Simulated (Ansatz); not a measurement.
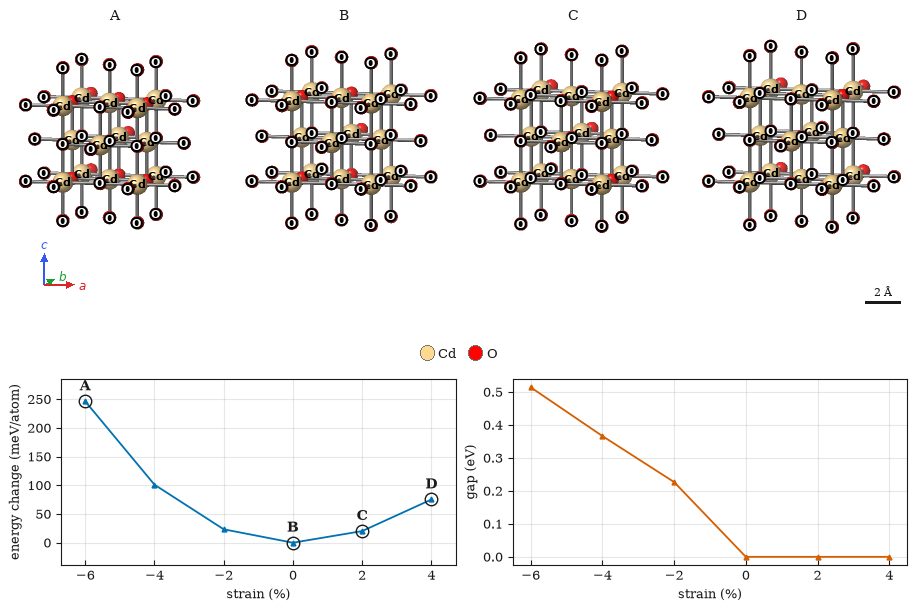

Members of a series of calculations on a crystal of CdO (set up in Fm-3m), marked on the first curve. A ball-and-stick model of the conventional cell (2 times the calculation's cell), seen slightly off an axis. Lengths and directions refer to the drawn axes.

Method: DFT r2SCAN, scalar-relativistic, plane waves, PAW in Ansatz 0.2.0. Set-up: plane-wave cutoff 500 eV; k-point mesh 16 × 16 × 12; occupations gaussian; smearing width 0.1 eV; no spin polarisation.

**Describe the series.**

Equal strain along all axes, cell held, atoms relaxed. A (strain −6.0 %): energy change 246 meV/atom, volume 10.82 Å³ per atom, gap 0.51 eV. B (strain 0.0 %): energy change 0.0 meV/atom, volume 13.03 Å³ per atom, gap 0.00 eV. C (strain 2.0 %): energy change 20.3 meV/atom, volume 13.83 Å³ per atom, gap 0.00 eV. D (strain 4.0 %): energy change 75.3 meV/atom, volume 14.65 Å³ per atom, gap 0.00 eV. The rest compares A with D. Cell: a = b = c 4.424 → 4.894 Å (+10.6 %). Volume +35.4 %. Near-neighbour distances before and after: Cd–O 2.212 → 2.447 Å.
